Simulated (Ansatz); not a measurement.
ZnS: several calculations on one system

## 1. Relaxation

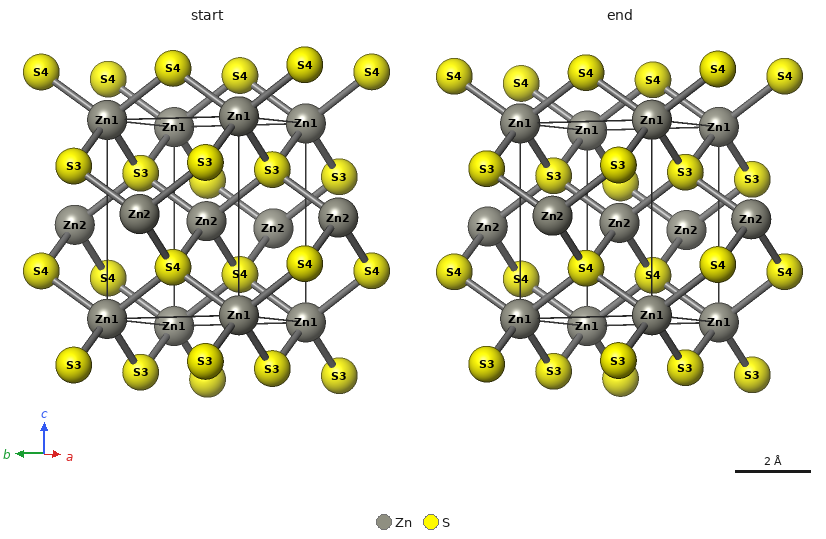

The structure of solid ZnS (set up in I-4m2) before (left) and after (right) a relaxation, at one scale.

A ball-and-stick model of the cell of the calculation, seen from a free direction.

Case: biaxial strain in the a-b plane of +3.0 %; c and atoms relaxed.

Method: DFT PBE, scalar-relativistic, plane waves, PAW in Ansatz 0.2.0. (plane-wave cutoff 420 eV; k-point mesh 8 × 8 × 6; occupations gaussian; smearing width 0.02 eV; no spin polarisation; cell relaxed at fixed a, b, gamma; force threshold 0.008 eV/Å; at most 40 steps)

Q: Summarise the run.

A: The energy falls by 1.5 meV per atom in 2 accepted moves (3 points after the start). All forces vanish by symmetry, so only the cell relaxes. Pressure: −2.60 GPa at the start and −1.60 GPa at the end. The SCF was repeated once at an unchanged geometry on a basis and grid sized afresh for the cell, which shifted the energy by 0.1 meV per atom at most. No atom moves by more than 0.005 Å relative to the cell. The volume changes by −1.7 %, with a = b unchanged at 3.964 Å, c 5.344 → 5.252 Å (−1.7 %). Some distances before and after: Zn1–S3 2.390 → 2.377 Å. The space group stays I-4m2 (No. 119). The run took 49 s on 1 thread of Arm Neoverse V1 (shared host), peak memory 0.37 GiB.

## 2. Relaxation

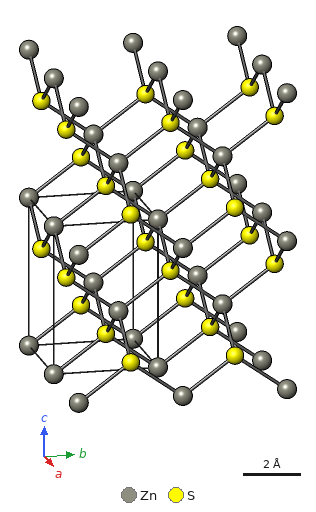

A crystal of ZnS (set up in I-4m2), before the relaxation. A ball-and-stick model of the cell of the calculation, repeated 2 × 2 × 2 with one cell outlined, seen slightly off an axis.

Case: biaxial strain in the a-b plane of -1.0 %; c and atoms relaxed.

Computed with Ansatz 0.2.0, DFT PBE, scalar-relativistic, plane waves, PAW.

The input:
```yaml
crystal:
  lattice:
    - [2.6939428279, 2.6939428279, 0.0]
    - [-2.6939428279, 2.6939428279, 0.0]
    - [0.0, 0.0, 5.4749625956]
  atoms:
    - { symbol: Zn, position: [0.0, 0.0, 0.0] }
    - { symbol: Zn, position: [0.5, 0.5, 0.5] }
    - { symbol: S, position: [0.5, 0.0, 0.75] }
    - { symbol: S, position: [0.0, 0.5, 0.25] }
basis:
  ecutwfc: 420
kpoints:
  mp_grid: { grid: [8, 8, 6] }
hamiltonian:
  xc: pbe
scf:
  occupations: { method: gaussian, width: 0.02 }
output:
  forces: true
  stress: true
  eigenvalues: true
relax:
  adjacent_minimum: "off"
  f_tol: 0.008
  max_steps: 40
  cell: { stress_tol: 0.015, fix: [a, b, gamma] }
```

Command:
```bash
ansatz run input.yaml --threads 1 --pin off --max-ram 2560MiB --backend cpu --events-out ev --progress --plain --runs-dir out
```

Question: What does the optimiser find from here?

Answer: No atom moves by more than 0.005 Å relative to the cell. The drawn cell changes as follows: a = b unchanged at 3.810 Å, c 5.475 → 5.507 Å (+0.6 %); the volume changes by +0.6 %. Near-neighbour distances that change, for instance: Zn1–S3 2.346 → 2.350 Å. The space group stays I-4m2 (No. 119). After 2 accepted moves (3 points after the start) the energy has fallen by 0.2 meV per atom. All forces vanish by symmetry, so only the cell relaxes. The pressure goes from 1.06 to 0.63 GPa. The SCF was repeated once at an unchanged geometry on a basis and grid sized afresh for the cell, which shifted the energy by less than 0.05 meV per atom at most. Cost: 43 s on 1 thread of Arm Neoverse V1, with other jobs on the host, peak memory 0.36 GiB.

## 3. A change

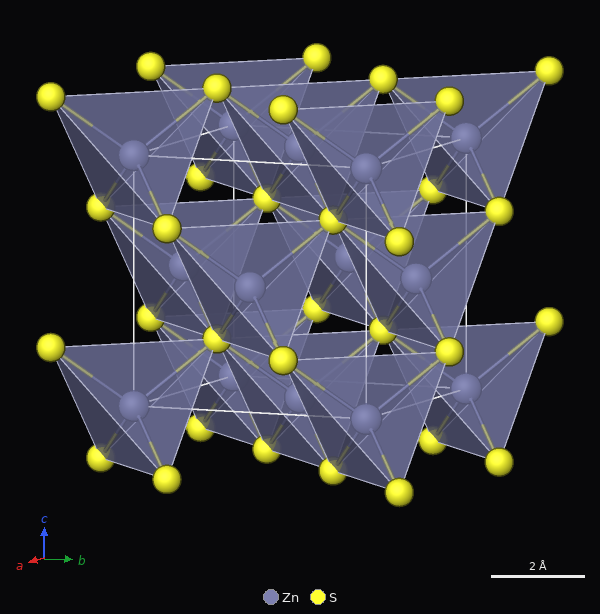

This is a crystal of ZnS (set up in F-43m). A polyhedral model of the conventional cell (2 times the calculation's cell), seen slightly off an axis. Lengths and directions refer to the drawn axes.

The calculation used DFT PBE, scalar-relativistic, plane waves, PAW in Ansatz. Set-up: plane-wave cutoff 420 eV; k-point mesh 8 × 8 × 6; occupations gaussian; smearing width 0.02 eV; no spin polarisation.

The variant: Biaxial strain in the a–b plane, −3.0 %, is applied. The c axis and the atoms are relaxed.

### What is the effect?

Energy change: +10.8 meV per atom. Pressure: 0.0 GPa before, 2.0 GPa after. The principal stresses (compression positive) are 0.0 GPa along c and 2.9 GPa across it. The drawn cell changes as follows: a = b 5.442 → 5.279 Å (−3.0 %), c 5.442 → 5.630 Å (+3.4 %); the volume changes by −2.7 %. The atoms keep their places relative to the cell (all moves are under 0.005 Å). Among the bonded contacts that change: S–Zn 2.357 → 2.338 Å. The space group (tolerance 0.01 Å) goes from F-43m (No. 216) to I-4m2 (No. 119).

The changed structure in the same view:

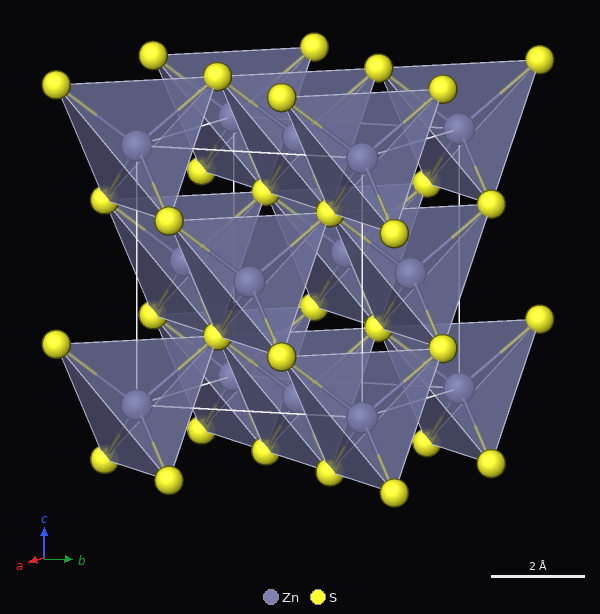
